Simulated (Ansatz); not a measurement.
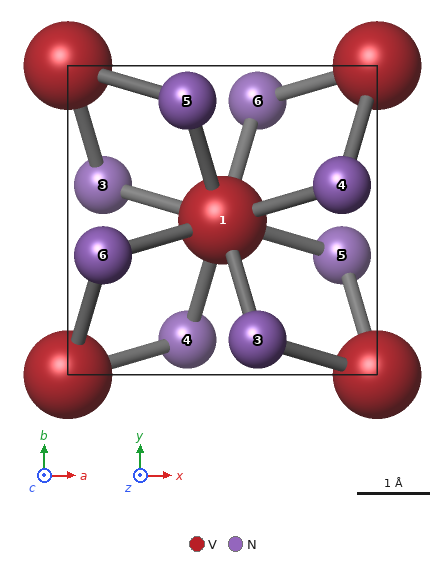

Energy scan for crystalline VN2 (I4/mcm), in which the cell is strained equally along x and y and separately along z, with the atoms kept at their fractional coordinates. x, y and z are the Cartesian axes of the input. The picture shows the reference cell. Style: ball-and-stick. Shown: the conventional cell (2 times the calculation's cell), along the c axis. Lengths and directions refer to the drawn axes.

The calculation used DFT PBE, scalar-relativistic, plane waves, PAW in Ansatz. (plane-wave cutoff 420 eV; k-point mesh 16 × 16 × 16; occupations gaussian; smearing width 0.15 eV; no spin polarisation). Energies (free energies at the smearing named) are counted from the relaxed crystal.

Input
```yaml
crystal:
  lattice:
    - [-2.1533489894, 2.1533489894, 2.4842410755]
    - [2.1533489894, -2.1533489894, 2.4842410755]
    - [2.1533489894, 2.1533489894, -2.4842410755]
  atoms:
    - { symbol: V, position: [0.25, 0.25, 0.0] }
    - { symbol: V, position: [0.75, 0.75, 0.0] }
    - { symbol: "N", position: [0.1135731475, 0.6135731475, 0.727146295] }
    - { symbol: "N", position: [0.6135731475, 0.8864268525, 0.5] }
    - { symbol: "N", position: [0.8864268525, 0.3864268525, 0.272853705] }
    - { symbol: "N", position: [0.3864268525, 0.1135731475, 0.5] }
basis:
  ecutwfc: 420
kpoints:
  mp_grid: { grid: [16, 16, 16] }
hamiltonian:
  xc: pbe
scf:
  occupations: { method: gaussian, width: 0.15 }
output:
  forces: true
  stress: true
  eigenvalues: true
  write_density: true
  write_potential: true
  elf: true
  volumetric_format: npy
```

Command:
```bash
ansatz run input.yaml --threads 2 --pin off --max-ram 5120MiB --backend cpu --events-out ev --progress --plain --runs-dir out
```

**What energies does the calculation give on a grid with rows −0.050, −0.025, 0.000, 0.025, 0.050 and columns −0.050, −0.025, 0.000, 0.025, 0.050 (strain along x and y; strain along z)?**

Rows: strain along x and y; columns: strain along z; values in meV/atom.

```tsv
	−0.050	−0.025	0.000	0.025	0.050
−0.050	210.3	153.8	119.5	104.8	107.9
−0.025	90.5	48.3	28.1	25.5	38.4
0.000	42.2	9.9	0.0	7.8	29.6
0.025	55.3	28.9	25.6	40.6	69.8
0.050	119.7	97.1	97.3	116.3	150.2
```

In pairs of (strain along x and y; strain along z): the lowest computed point lies at (0.000, 0.000) (0.0 meV/atom), the highest at (−0.050, −0.050) (210.3 meV/atom). The valley is tilted: raising the in-plane strain is made harder by raising the strain along z (cross term 0.28 of the geometric mean of the two curvatures). Over the ranges scanned the energy rises more along the first axis, the in-plane strain. The pressure runs from −34.9 GPa at (0.050, 0.050) to 70.3 GPa at (−0.050, −0.050).
